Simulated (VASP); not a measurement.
# Geometry relaxation of SnSe (part 4 of 4)

The same run, continued: SnSe (Pnma, 8 atoms in the cell); Kohn-Sham DFT of a periodic cell, PBE with D3(BJ), VASP PAW PBE potentials, recommended, no spin polarisation (VASP 6.6.1); cutoff 600 eV, 4×8×8 k-mesh, Gaussian smearing of 0.03 eV. The structure derives from an entry of the Crystallography Open Database.

Geometry of the input (Å; fractional positions):
```
11.4951  0.0000  0.0000
0.0000  4.1770  -0.0000
0.0000  -0.0000  4.3704
Sn 0.1184  0.2500  0.0892
Sn 0.3816  0.7500  0.5892
Sn 0.6184  0.2500  0.4108
Sn 0.8816  0.7500  0.9108
Se 0.3573  0.2500  0.0205
Se 0.1427  0.7500  0.5205
Se 0.8573  0.2500  0.4795
Se 0.6427  0.7500  0.9795
```

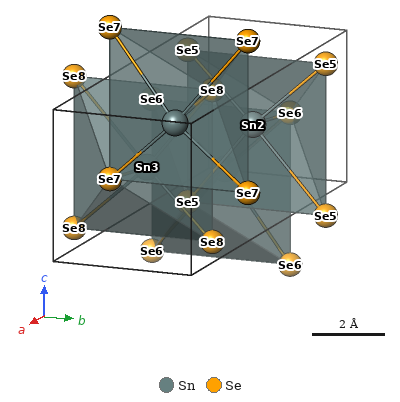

Fig. 1: The geometry at step 10 of the log (polyhedral view of the cell of the calculation, seen slightly off an axis; polyhedra are completed across the faces of the cell; atoms are numbered from 1 in the order of the input).

### Parts of OUTCAR, continued
```
     44       8.7453      0.00000
     45       8.9762      0.00000
     46       9.0710      0.00000
     47       9.2946      0.00000
     48       9.8315      0.00000

 [... the levels of 18 k-points are left out ...]

 k-point    24 :       0.5000    0.2500    0.1250
  band No.  band energies     occupation
      1     -15.7255      2.00000
      2     -15.7255      2.00000
      3     -15.7195      2.00000
      4     -15.7195      2.00000
      5     -15.7162      2.00000
      6     -15.7162      2.00000
      7     -15.7138      2.00000
      8     -15.7138      2.00000
      9     -15.7097      2.00000
     10     -15.7097      2.00000
     11     -15.6966      2.00000
     12     -15.6966      2.00000
     13     -15.6858      2.00000
     14     -15.6858      2.00000
     15     -15.6680      2.00000
     16     -15.6680      2.00000
     17     -15.6623      2.00000
     18     -15.6623      2.00000
     19     -15.6468      2.00000
     20     -15.6468      2.00000
     21      -7.6712      2.00000
     22      -7.6712      2.00000
     23      -6.8045      2.00000
     24      -6.8045      2.00000
     25      -1.7044      2.00000
     26      -1.7044      2.00000
     27      -0.6303      2.00000
     28      -0.6303      2.00000
     29       1.7263      2.00000
     30       1.7263      2.00000
     31       2.2702      2.00000
     32       2.2702      2.00000
     33       3.0265      2.00000
     34       3.0265      2.00000
     35       3.8981      2.00000
     36       3.8981      2.00000
     37       4.5567      2.00000
     38       4.5567      2.00000
     39       5.0820      2.00000
     40       5.0820      2.00000
     41       7.0208      0.00000
     42       7.0208      0.00000
     43       8.0554      0.00000
     44       8.0554      0.00000
     45       8.7389      0.00000
     46       8.7389      0.00000
     47       8.9174      0.00000
     48       8.9174      0.00000

 [... further k-points ...]

------------------------ aborting loop because EDIFF is reached ----------------------------------------

 Edisp (eV)   -2.94889

 E8    (eV) :    -1.3302

  FORCE on cell =-STRESS in cart. coord.  units (eV):
  Direction    XX          YY          ZZ          XY          YZ          ZX
  --------------------------------------------------------------------------------------
  -------------------------------------------------------------------------------------
  Total       0.00931    -0.02276    -0.00697     0.00000     0.00000     0.00000
  in kB       0.07108    -0.17374    -0.05322     0.00000     0.00000     0.00000
  external pressure =       -0.05 kB  Pullay stress =        0.00 kB

 VOLUME and BASIS-vectors are now :
 -----------------------------------------------------------------------------
  energy-cutoff  :      600.00
  volume of cell :      209.89
      direct lattice vectors                 reciprocal lattice vectors
    11.486494809  0.000000000  0.000000000     0.087058760  0.000000000  0.000000000
     0.000000000  4.172213674  0.000000000     0.000000000  0.239680917  0.000000000
     0.000000000 -0.000000000  4.379677213     0.000000000 -0.000000000  0.228327329

 POSITION                                       TOTAL-FORCE (eV/Angst)
 -----------------------------------------------------------------------------------
      1.35116      1.04305      0.40803         0.003377     -0.000000      0.001226
      4.39209      3.12916      2.59787        -0.003377     -0.000000      0.001226
      7.09441      1.04305      1.78180         0.003377      0.000000     -0.001226
     10.13534      3.12916      3.97164        -0.003377      0.000000     -0.001226
      4.10098      1.04305      0.09643         0.002382     -0.000000      0.002401
      1.64227      3.12916      2.28627        -0.002382     -0.000000      0.002401
      9.84423      1.04305      2.09341         0.002382      0.000000     -0.002401
      7.38551      3.12916      4.28325        -0.002382      0.000000     -0.002401
 -----------------------------------------------------------------------------------
    total drift:                               -0.000000      0.000000      0.000000

  FREE ENERGIE OF THE ION-ELECTRON SYSTEM (eV)
  ---------------------------------------------------
  free  energy   TOTEN  =       -35.7315765331 eV

  energy  without entropy=      -35.7315765331  energy(sigma->0) =      -35.73157653

 reached required accuracy - stopping structural energy minimisation
```

### CONTCAR
```
SnSe
   1.00000000000000
    11.4864948093686632    0.0000000000000000    0.0000000000000000
     0.0000000000000000    4.1722136735219797    0.0000000000000001
     0.0000000000000000   -0.0000000000000002    4.3796772133630686
  Sn              Se
     4     4
Direct
     0.1176302908647919    0.2500000000000000    0.0931652734676234
     0.3823697091352080    0.7500000000000000    0.5931652734676235
     0.6176302908647916    0.2500000000000000    0.4068347265323766
     0.8823697091352084    0.7500000000000000    0.9068347265323765
     0.3570262768418762    0.2500000000000000    0.0220175693999826
     0.1429737231581238    0.7500000000000000    0.5220175693999826
     0.8570262768418760    0.2500000000000000    0.4779824306000175
     0.6429737231581240    0.7500000000000000    0.9779824306000174

  0.00000000E+00  0.00000000E+00  0.00000000E+00
  0.00000000E+00  0.00000000E+00  0.00000000E+00
  0.00000000E+00  0.00000000E+00  0.00000000E+00
  0.00000000E+00  0.00000000E+00  0.00000000E+00
  0.00000000E+00  0.00000000E+00  0.00000000E+00
  0.00000000E+00  0.00000000E+00  0.00000000E+00
  0.00000000E+00  0.00000000E+00  0.00000000E+00
  0.00000000E+00  0.00000000E+00  0.00000000E+00
```

### Trajectory as extended XYZ (Å, eV, eV/Å), 20 frames, from step=0 to step=19
```
8
Lattice="11.4951 0.0000 0.0000 0.0000 4.1770 0.0000 0.0000 0.0000 4.3704" Properties=species:S:1:pos:R:3:forces:R:3 step=0 energy=-35.73122
Sn    1.3605    1.0443    0.3900   -0.0064   0.0000   0.0065
Sn    4.3871    3.1328    2.5752    0.0064   0.0000   0.0065
Sn    7.1080    1.0443    1.7952   -0.0064   0.0000  -0.0065
Sn   10.1346    3.1328    3.9804    0.0064   0.0000  -0.0065
Se    4.1075    1.0443    0.0897    0.0011   0.0000   0.0019
Se    1.6401    3.1328    2.2748   -0.0011   0.0000   0.0019
Se    9.8550    1.0443    2.0955    0.0011   0.0000  -0.0019
Se    7.3877    3.1328    4.2807   -0.0011   0.0000  -0.0019
8
Lattice="11.4954 0.0000 0.0000 0.0000 4.1760 0.0000 0.0000 0.0000 4.3699" Properties=species:S:1:pos:R:3:forces:R:3 step=1 energy=-35.73125
Sn    1.3602    1.0440    0.3903   -0.0058   0.0000   0.0049
Sn    4.3875    3.1320    2.5752    0.0058   0.0000   0.0049
Sn    7.1079    1.0440    1.7947   -0.0058   0.0000  -0.0049
Sn   10.1351    3.1320    3.9797    0.0058   0.0000  -0.0049
Se    4.1076    1.0440    0.0897   -0.0002   0.0000   0.0033
Se    1.6401    3.1320    2.2747    0.0002   0.0000   0.0033
Se    9.8553    1.0440    2.0952   -0.0002   0.0000  -0.0033
Se    7.3878    3.1320    4.2802    0.0002   0.0000  -0.0033
8
Lattice="11.4956 0.0000 0.0000 0.0000 4.1751 0.0000 0.0000 0.0000 4.3696" Properties=species:S:1:pos:R:3:forces:R:3 step=2 energy=-35.73125
Sn    1.3599    1.0438    0.3905   -0.0053   0.0000   0.0038
Sn    4.3878    3.1313    2.5753    0.0053   0.0000   0.0038
Sn    7.1077    1.0438    1.7943   -0.0053   0.0000  -0.0038
Sn   10.1356    3.1313    3.9791    0.0053   0.0000  -0.0038
Se    4.1077    1.0438    0.0898   -0.0014   0.0000   0.0046
Se    1.6401    3.1313    2.2746    0.0014   0.0000   0.0046
Se    9.8555    1.0438    2.0950   -0.0014   0.0000  -0.0046
Se    7.3878    3.1313    4.2797    0.0014   0.0000  -0.0046
8
Lattice="11.4955 0.0000 0.0000 0.0000 4.1749 0.0000 0.0000 -0.0000 4.3700" Properties=species:S:1:pos:R:3:forces:R:3 step=3 energy=-35.73127
Sn    1.3596    1.0437    0.3908   -0.0040   0.0000   0.0045
Sn    4.3881    3.1312    2.5758    0.0040   0.0000   0.0045
Sn    7.1074    1.0437    1.7942   -0.0040   0.0000  -0.0045
Sn   10.1359    3.1312    3.9792    0.0040   0.0000  -0.0045
Se    4.1077    1.0437    0.0900   -0.0023   0.0000   0.0040
Se    1.6401    3.1312    2.2750    0.0023   0.0000   0.0040
Se    9.8555    1.0437    2.0950   -0.0023   0.0000  -0.0040
Se    7.3878    3.1312    4.2800    0.0023   0.0000  -0.0040
8
Lattice="11.4955 0.0000 0.0000 0.0000 4.1745 0.0000 0.0000 -0.0000 4.3712" Properties=species:S:1:pos:R:3:forces:R:3 step=4 energy=-35.73130
Sn    1.3587    1.0436    0.3918    0.0007   0.0000   0.0061
Sn    4.3891    3.1308    2.5774   -0.0007   0.0000   0.0061
Sn    7.1064    1.0436    1.7939    0.0007   0.0000  -0.0061
Sn   10.1369    3.1308    3.9795   -0.0007   0.0000  -0.0061
Se    4.1077    1.0436    0.0906   -0.0048   0.0000   0.0023
Se    1.6401    3.1308    2.2762    0.0048   0.0000   0.0023
Se    9.8554    1.0436    2.0951   -0.0048   0.0000  -0.0023
Se    7.3879    3.1308    4.2807    0.0048   0.0000  -0.0023
8
Lattice="11.4955 0.0000 0.0000 0.0000 4.1735 0.0000 0.0000 -0.0000 4.3738" Properties=species:S:1:pos:R:3:forces:R:3 step=5 energy=-35.73131
Sn    1.3568    1.0434    0.3937    0.0094   0.0000   0.0097
Sn    4.3910    3.1301    2.5805   -0.0094   0.0000   0.0097
Sn    7.1045    1.0434    1.7932    0.0094   0.0000  -0.0097
Sn   10.1388    3.1301    3.9801   -0.0094   0.0000  -0.0097
Se    4.1076    1.0434    0.0917   -0.0099   0.0000  -0.0009
Se    1.6401    3.1301    2.2785    0.0099   0.0000  -0.0009
Se    9.8554    1.0434    2.0952   -0.0099   0.0000   0.0009
Se    7.3879    3.1301    4.2821    0.0099   0.0000   0.0009
8
Lattice="11.4955 0.0000 0.0000 0.0000 4.1739 0.0000 0.0000 -0.0000 4.3728" Properties=species:S:1:pos:R:3:forces:R:3 step=6 energy=-35.73132
Sn    1.3575    1.0435    0.3929    0.0056   0.0000   0.0086
Sn    4.3903    3.1304    2.5793   -0.0056   0.0000   0.0086
Sn    7.1053    1.0435    1.7935    0.0056   0.0000  -0.0086
Sn   10.1380    3.1304    3.9799   -0.0056   0.0000  -0.0086
Se    4.1076    1.0435    0.0912   -0.0079   0.0000   0.0004
Se    1.6401    3.1304    2.2776    0.0079   0.0000   0.0004
Se    9.8554    1.0435    2.0952   -0.0079   0.0000  -0.0004
Se    7.3879    3.1304    4.2815    0.0079   0.0000  -0.0004
8
Lattice="11.4948 0.0000 0.0000 0.0000 4.1737 0.0000 0.0000 -0.0000 4.3730" Properties=species:S:1:pos:R:3:forces:R:3 step=7 energy=-35.73133
Sn    1.3572    1.0434    0.3932    0.0058   0.0000   0.0085
Sn    4.3901    3.1303    2.5796   -0.0058   0.0000   0.0085
Sn    7.1046    1.0434    1.7933    0.0058   0.0000  -0.0085
Sn   10.1375    3.1303    3.9798   -0.0058   0.0000  -0.0085
Se    4.1073    1.0434    0.0913   -0.0076   0.0000   0.0002
Se    1.6401    3.1303    2.2778    0.0076   0.0000   0.0002
Se    9.8547    1.0434    2.0951   -0.0076   0.0000  -0.0002
Se    7.3875    3.1303    4.2816    0.0076   0.0000  -0.0002
8
Lattice="11.4925 0.0000 0.0000 0.0000 4.1733 0.0000 0.0000 -0.0000 4.3735" Properties=species:S:1:pos:R:3:forces:R:3 step=8 energy=-35.73135
Sn    1.3564    1.0433    0.3939    0.0059   0.0000   0.0086
Sn    4.3898    3.1300    2.5807   -0.0059   0.0000   0.0086
Sn    7.1027    1.0433    1.7928    0.0059   0.0000  -0.0086
Sn   10.1361    3.1300    3.9796   -0.0059   0.0000  -0.0086
Se    4.1063    1.0433    0.0917   -0.0065   0.0000  -0.0004
Se    1.6399    3.1300    2.2785    0.0065   0.0000  -0.0004
Se    9.8526    1.0433    2.0950   -0.0065   0.0000   0.0004
Se    7.3862    3.1300    4.2818    0.0065   0.0000   0.0004
8
Lattice="11.4879 0.0000 0.0000 0.0000 4.1725 0.0000 0.0000 -0.0000 4.3746" Properties=species:S:1:pos:R:3:forces:R:3 step=9 energy=-35.73139
Sn    1.3548    1.0431    0.3955    0.0058   0.0000   0.0090
Sn    4.3892    3.1294    2.5828   -0.0058   0.0000   0.0090
Sn    7.0988    1.0431    1.7918    0.0058   0.0000  -0.0090
Sn   10.1331    3.1294    3.9791   -0.0058   0.0000  -0.0090
Se    4.1044    1.0431    0.0925   -0.0044   0.0000  -0.0016
Se    1.6396    3.1294    2.2798    0.0044   0.0000  -0.0016
Se    9.8483    1.0431    2.0948   -0.0044   0.0000   0.0016
Se    7.3836    3.1294    4.2821    0.0044   0.0000   0.0016
8
Lattice="11.4788 0.0000 0.0000 0.0000 4.1708 0.0000 0.0000 -0.0000 4.3768" Properties=species:S:1:pos:R:3:forces:R:3 step=10 energy=-35.73139
Sn    1.3516    1.0427    0.3986    0.0057   0.0000   0.0098
Sn    4.3878    3.1281    2.5870   -0.0057   0.0000   0.0098
Sn    7.0910    1.0427    1.7898    0.0057   0.0000  -0.0098
Sn   10.1272    3.1281    3.9782   -0.0057   0.0000  -0.0098
Se    4.1005    1.0427    0.0940   -0.0003   0.0000  -0.0040
Se    1.6390    3.1281    2.2823    0.0003   0.0000  -0.0040
Se    9.8399    1.0427    2.0944   -0.0003   0.0000   0.0040
Se    7.3784    3.1281    4.2828    0.0003   0.0000   0.0040
8
Lattice="11.4834 0.0000 0.0000 0.0000 4.1716 0.0000 0.0000 -0.0000 4.3757" Properties=species:S:1:pos:R:3:forces:R:3 step=11 energy=-35.73140
Sn    1.3532    1.0429    0.3970    0.0056   0.0000   0.0096
Sn    4.3885    3.1287    2.5848   -0.0056   0.0000   0.0096
Sn    7.0949    1.0429    1.7908    0.0056   0.0000  -0.0096
Sn   10.1302    3.1287    3.9787   -0.0056   0.0000  -0.0096
Se    4.1024    1.0429    0.0932   -0.0024   0.0000  -0.0028
Se    1.6393    3.1287    2.2810    0.0024   0.0000  -0.0028
Se    9.8441    1.0429    2.0946   -0.0024   0.0000   0.0028
Se    7.3810    3.1287    4.2825    0.0024   0.0000   0.0028
8
Lattice="11.4836 0.0000 0.0000 0.0000 4.1716 0.0000 0.0000 -0.0000 4.3758" Properties=species:S:1:pos:R:3:forces:R:3 step=12 energy=-35.73142
Sn    1.3530    1.0429    0.3977    0.0058   0.0000   0.0083
Sn    4.3888    3.1287    2.5856   -0.0058   0.0000   0.0083
Sn    7.0948    1.0429    1.7901    0.0058   0.0000  -0.0083
Sn   10.1305    3.1287    3.9780   -0.0058   0.0000  -0.0083
Se    4.1023    1.0429    0.0934   -0.0023   0.0000  -0.0021
Se    1.6395    3.1287    2.2813    0.0023   0.0000  -0.0021
Se    9.8441    1.0429    2.0945   -0.0023   0.0000   0.0021
Se    7.3812    3.1287    4.2824    0.0023   0.0000   0.0021
8
Lattice="11.4839 0.0000 0.0000 0.0000 4.1717 0.0000 0.0000 -0.0000 4.3761" Properties=species:S:1:pos:R:3:forces:R:3 step=13 energy=-35.73147
Sn    1.3524    1.0429    0.3999    0.0054   0.0000   0.0061
Sn    4.3896    3.1288    2.5880   -0.0054   0.0000   0.0061
Sn    7.0943    1.0429    1.7881    0.0054   0.0000  -0.0061
Sn   10.1315    3.1288    3.9761   -0.0054   0.0000  -0.0061
Se    4.1019    1.0429    0.0939   -0.0016   0.0000  -0.0003
Se    1.6400    3.1288    2.2819    0.0016   0.0000  -0.0003
Se    9.8439    1.0429    2.0941   -0.0016   0.0000   0.0003
Se    7.3820    3.1288    4.2822    0.0016   0.0000   0.0003
8
Lattice="11.4847 0.0000 0.0000 0.0000 4.1718 0.0000 0.0000 -0.0000 4.3766" Properties=species:S:1:pos:R:3:forces:R:3 step=14 energy=-35.73153
Sn    1.3511    1.0429    0.4044    0.0050   0.0000   0.0013
Sn    4.3912    3.1288    2.5927   -0.0050   0.0000   0.0013
Sn    7.0934    1.0429    1.7840    0.0050   0.0000  -0.0013
Sn   10.1335    3.1288    3.9723   -0.0050   0.0000  -0.0013
Se    4.1011    1.0429    0.0950   -0.0005   0.0000   0.0036
Se    1.6412    3.1288    2.2833    0.0005   0.0000   0.0036
Se    9.8435    1.0429    2.0934   -0.0005   0.0000  -0.0036
Se    7.3835    3.1288    4.2817    0.0005   0.0000  -0.0036
8
Lattice="11.4849 0.0000 0.0000 0.0000 4.1718 0.0000 0.0000 -0.0000 4.3768" Properties=species:S:1:pos:R:3:forces:R:3 step=15 energy=-35.73154
Sn    1.3507    1.0430    0.4059    0.0047   0.0000  -0.0002
Sn    4.3918    3.1289    2.5943   -0.0047   0.0000  -0.0002
Sn    7.0931    1.0430    1.7826    0.0047   0.0000   0.0002
Sn   10.1342    3.1289    3.9710   -0.0047   0.0000   0.0002
Se    4.1009    1.0430    0.0953   -0.0001   0.0000   0.0050
Se    1.6416    3.1289    2.2837    0.0001   0.0000   0.0050
Se    9.8433    1.0430    2.0931   -0.0001   0.0000  -0.0050
Se    7.3840    3.1289    4.2815    0.0001   0.0000  -0.0050
8
Lattice="11.4883 0.0000 0.0000 0.0000 4.1733 0.0000 0.0000 -0.0000 4.3798" Properties=species:S:1:pos:R:3:forces:R:3 step=16 energy=-35.73155
Sn    1.3509    1.0433    0.4080    0.0077   0.0000   0.0023
Sn    4.3933    3.1300    2.5979   -0.0077   0.0000   0.0023
Sn    7.0950    1.0433    1.7819    0.0077   0.0000  -0.0023
Sn   10.1374    3.1300    3.9718   -0.0077   0.0000  -0.0023
Se    4.1016    1.0433    0.0962   -0.0004   0.0000   0.0016
Se    1.6425    3.1300    2.2861    0.0004   0.0000   0.0016
Se    9.8458    1.0433    2.0937   -0.0004   0.0000  -0.0016
Se    7.3867    3.1300    4.2836    0.0004   0.0000  -0.0016
8
Lattice="11.4868 0.0000 0.0000 0.0000 4.1727 0.0000 0.0000 -0.0000 4.3785" Properties=species:S:1:pos:R:3:forces:R:3 step=17 energy=-35.73156
Sn    1.3508    1.0432    0.4071    0.0063   0.0000   0.0016
Sn    4.3926    3.1295    2.5964   -0.0063   0.0000   0.0016
Sn    7.0942    1.0432    1.7822    0.0063   0.0000  -0.0016
Sn   10.1360    3.1295    3.9714   -0.0063   0.0000  -0.0016
Se    4.1013    1.0432    0.0959   -0.0003   0.0000   0.0032
Se    1.6421    3.1295    2.2851    0.0003   0.0000   0.0032
Se    9.8447    1.0432    2.0934   -0.0003   0.0000  -0.0032
Se    7.3855    3.1295    4.2827    0.0003   0.0000  -0.0032
8
Lattice="11.4870 0.0000 0.0000 0.0000 4.1728 0.0000 0.0000 -0.0000 4.3787" Properties=species:S:1:pos:R:3:forces:R:3 step=18 energy=-35.73156
Sn    1.3508    1.0432    0.4072    0.0066   0.0000   0.0013
Sn    4.3927    3.1296    2.5966   -0.0066   0.0000   0.0013
Sn    7.0943    1.0432    1.7821    0.0066   0.0000  -0.0013
Sn   10.1362    3.1296    3.9715   -0.0066   0.0000  -0.0013
Se    4.1013    1.0432    0.0959   -0.0003   0.0000   0.0030
Se    1.6422    3.1296    2.2853    0.0003   0.0000   0.0030
Se    9.8449    1.0432    2.0934   -0.0003   0.0000  -0.0030
Se    7.3857    3.1296    4.2828    0.0003   0.0000  -0.0030
8
Lattice="11.4865 0.0000 0.0000 0.0000 4.1722 0.0000 0.0000 -0.0000 4.3797" Properties=species:S:1:pos:R:3:forces:R:3 step=19 energy=-35.73158
Sn    1.3512    1.0431    0.4080    0.0034   0.0000   0.0012
Sn    4.3921    3.1292    2.5979   -0.0034   0.0000   0.0012
Sn    7.0944    1.0431    1.7818    0.0034   0.0000  -0.0012
Sn   10.1353    3.1292    3.9716   -0.0034   0.0000  -0.0012
Se    4.1010    1.0431    0.0964    0.0024   0.0000   0.0024
Se    1.6423    3.1292    2.2863   -0.0024   0.0000   0.0024
Se    9.8442    1.0431    2.0934    0.0024   0.0000  -0.0024
Se    7.3855    3.1292    4.2832   -0.0024   0.0000  -0.0024
```

### Key numbers

| quantity | value |
| --- | --- |
| outcome | converged |
| space group (tolerance 0.01 Å) | Pnma (62) |
| electrons treated | 80 |
| free energy | −35.7316 eV |
| dispersion energy | −2.9489 eV |
| gap on the k-point mesh | 0.54 eV |
| pressure | −0.01 GPa |
| final volume | 209.89 Å³ |
| largest force (length of the vector) at the end | 0.004 eV/Å |
| final cell | a = 11.486 Å, b = 4.172 Å, c = 4.380 Å, α = 90.00°, β = 90.00°, γ = 90.00° |
| wall time | 41 min (CPU time 82 min) |
| peak memory | 0.87 GiB |
